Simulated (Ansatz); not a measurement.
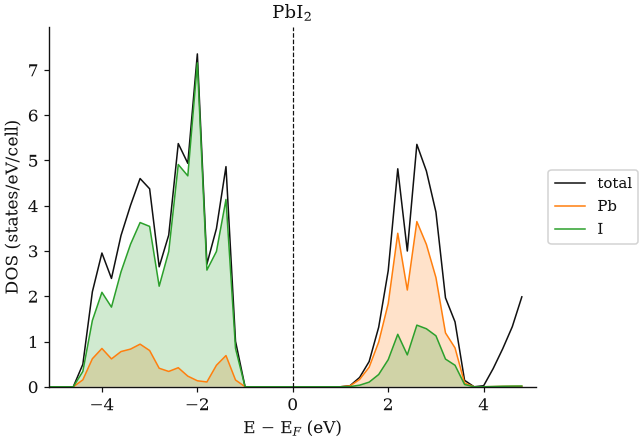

Density of states of PbI2, space group P-3m1 (No. 164), 3 atoms in the cell. Level of theory: DFT, PBE, PAW with Ansatz's default frozen-core files, scalar-relativistic, no spin polarisation, 8×8×5 k mesh, 420 eV cutoff; code Ansatz 0.2.0. Energies are counted from the Fermi level. The partial curves are projected on Löwdin-orthogonalised atomic shells.

There is a gap; over the k points computed it is 2.22 eV. By projected weight, the top eV of the valence band is I almost alone; the bottom eV of the conduction band is Pb (75 %) and I (25 %). The upper group of valence states starts about 3.3 eV under the valence-band top (which lies at −1.1 eV on this axis), with a gap beneath it; it holds about 12 electrons a cell. The tallest peak in the window is at −2.0 eV; by projected weight it is I almost alone.

Spin-orbit coupling is left out, which matters for Pb and I.
